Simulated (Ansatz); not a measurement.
## STM study: Pb(100) (Fm-3m bulk, 5 atomic planes (those closer than 0.6 Å count as one), 10 Å)

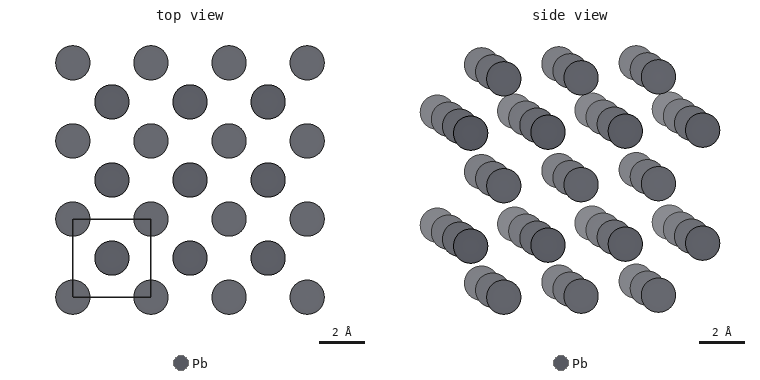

The relaxed structure from above and from the side.

Level of theory: DFT PBEsol, scalar-relativistic, plane waves, PAW (Ansatz 0.2.0). Cutoff 420 eV, 17 × 17 k-points, Gaussian smearing 0.1 eV, dipole correction. The slab is a cut without reconstruction beyond its cell, at the source's lattice constants, with its lower half held fixed and the rest relaxed. No spin polarisation. Spin–orbit coupling is left out; with Pb it can shift levels and gaps. The run couldn't confirm all of its levels under its output density. The run warns that the functional's potential is rough in the thin density of the vacuum, where the tip is; weak contrasts and barriers may feel it. On this mesh the free atoms still feel up to 0.16 eV/Å.

Images follow the Tersoff–Hamann model: the current is the local density of the sample's states between the Fermi level and the bias, at the tip's centre. Bias windows are sharp sums over the levels of the k mesh.

```
CELL_PARAMETERS angstrom
3.49282 0.00000 0.00000
0.00000 3.49282 0.00000
0.00000 0.00000 26.87920
ATOMIC_POSITIONS crystal
Pb 0.50000 0.50000 0.31623
Pb 0.00000 0.00000 0.40811
Pb 0.50000 0.50000 0.50241
Pb 0.00000 0.00000 0.59683
Pb 0.50000 0.50000 0.68089
```

The last single point, restarted from the relaxation's density, took 3.2 min on 1 thread of Arm Neoverse N1 (shared host), peak memory 0.69 GiB.

Part 1: One image

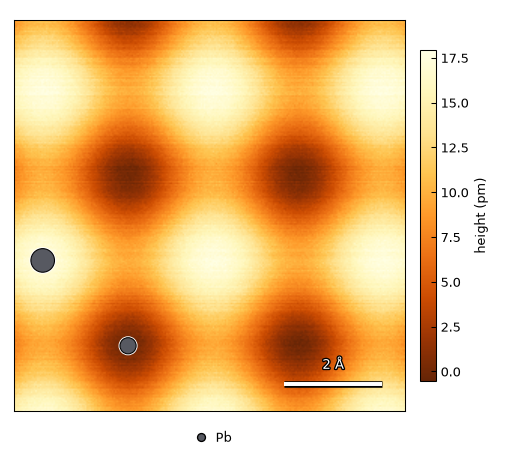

Constant-current image at a set point of 4.2 × 10⁻⁵ e/Å³ of this surface, sample bias −0.50 V. The atoms seen from above are drawn over one corner (deeper ones smaller). Noise was added to mimic a scan.

Question: Which atoms or sites appear bright, which dark, and how strong is the contrast?

Answer: The brightest spots lie over the top Pb atoms; the darkest points are over the sites above the Pb atoms 2.3 Å below the top plane. The corrugation is 17 pm at a mean tip height of 3.5 Å.

Part 2: Approach curves

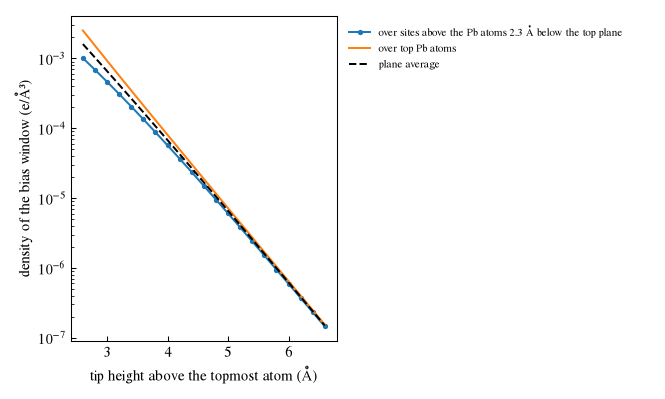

Approach curves over this surface at a sample bias of −2.00 V.

Question: Estimate the decay constant and the apparent barrier, and compare with the vacuum level, which the run puts 3.80 eV above zero bias.

Answer: Near 4 Å the plane average falls as exp(−2.31 z/Å), a factor of 10 per ångström, which gives an apparent barrier of 5.1 eV (0.952 eV Å² times the slope squared). The apparent barrier is above 3.80 eV. At 4 Å the 0.25 eV of states nearest the highest filled state carry 13 % of the density, so deeper states, or ones away from the zone centre, set the barrier.

Part 3: Barrier map

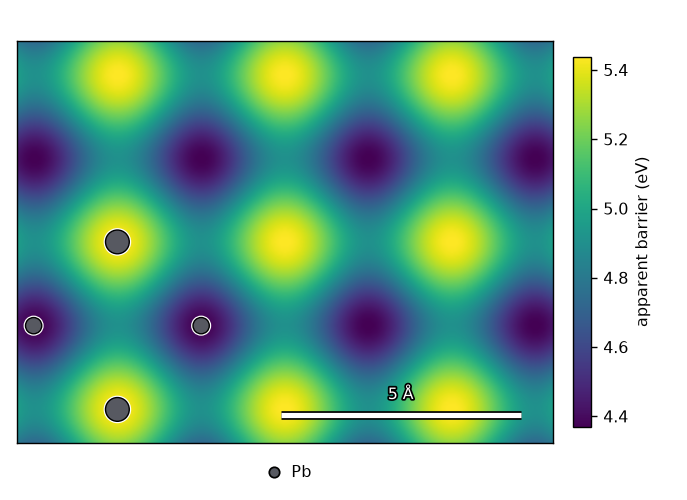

Map of the apparent barrier height, 0.952 eV Å² × (d ln I/dz)², 3.4 Å above this surface at −0.50 V; lighter colours are higher.

Question: Where is the apparent barrier highest and lowest, and over what range?

Answer: It is highest, 5.4 eV, over the top Pb atoms, and lowest, 4.4 eV, over the sites above the Pb atoms 2.3 Å below the top plane. The vacuum level lies 3.80 eV above zero bias.
